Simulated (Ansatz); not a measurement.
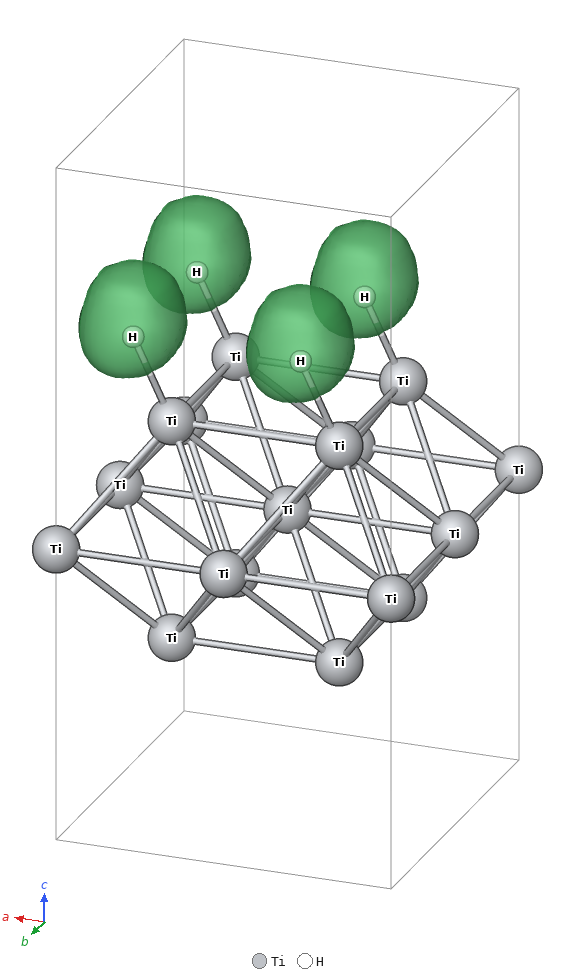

*Ti₃H (slab). Isosurface of the ELF at 0.9 (green), seen at an oblique angle. Only the valence region is drawn (cores and ρ < 0.01 e/Å³ removed). Sticks mark near contacts.*

A point of a scan over the structure, not its minimum; not relaxed (largest force 1.0 eV/Å); computed without spin polarisation; PAW files of the earlier set (soft_1).

All numbers below come from Ansatz 0.2.0, DFT PBE, scalar-relativistic, plane waves, PAW.

Core electrons are frozen (PAW), and the valence fields are smoothed inside the atomic spheres.

```
CELL_PARAMETERS angstrom
2.90754 0.00000 0.00000
0.00000 2.90754 0.00000
0.00000 0.00000 19.30598
ATOMIC_POSITIONS crystal
Ti 0.50000 0.50000 0.20719
Ti 0.00000 0.00000 0.30576
Ti 0.50000 0.50000 0.40433
H 0.66667 0.66667 0.48726
```

> Describe the localisation domains.

The surface consists of one region around a hydrogen nucleus, counted in one cell of 4 atoms. Counts are for one cell; the picture repeats the cell along the surface. Along the contacts the grid gives the following. Ti–H (1.74 Å): the ELF climbs to about 1 towards the hydrogen. Ti–Ti (2.80 Å): the ELF is about 0.20 at the midpoint; no localised pair shows between them.
